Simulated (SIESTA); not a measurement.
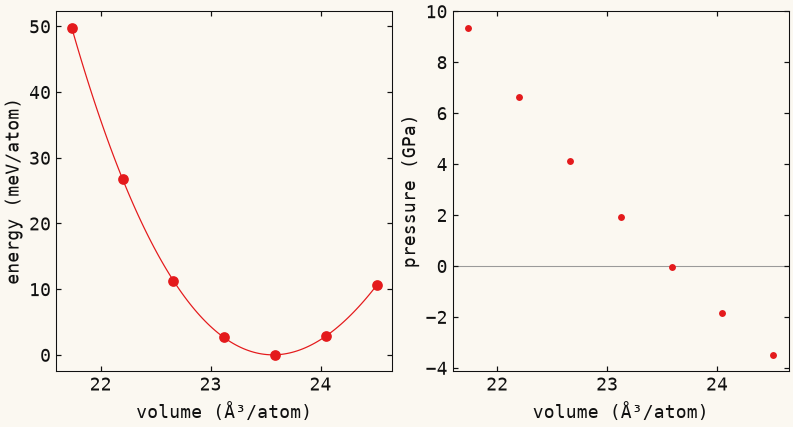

Figure. Energy and pressure against volume for La₂O₃, space group P321 (No. 150).

A third-order Birch–Murnaghan fit gives V0 = 23.57 Å³/atom, B0 = 96.6 GPa and B′ = 4.5. The energy is 49.81 meV/atom at volume 21.74 Å³/atom and 10.61 meV/atom at 24.51 Å³/atom; the lowest computed point is at volume 23.59 Å³/atom (0.00 meV/atom), in a single well. The pressure falls from 9.36 GPa at volume 21.74 Å³/atom to −3.49 GPa at 24.51 Å³/atom, and changes sign near 23.57 Å³/atom.

Computed with SIESTA 5.4.2: DFT in numerical atomic orbitals with pseudopotentials, no spin polarisation; energies at scaled volumes of the given cell, shape and fractions fixed, counted from the fit's minimum, third-order Birch-Murnaghan fit. Level: PBEsol.

k mesh 4×4×6; occupations Fermi–Dirac; smearing width 0.05 eV; potentials PseudoDojo 0.4 standard, converted to PSML, two zetas on semicore shells; program settings basis DZP, mesh cutoff 800 Ry.

Cell as given: a = 6.370 Å, b = 6.370 Å, c = 3.290 Å, α = 90.00°, β = 90.00°, γ = 120.00°; 5 atoms.

Note: mulliken charges of long orbitals; shape and atomic fractions are frozen while scaling, which makes layered, chain and framework solids too stiff.
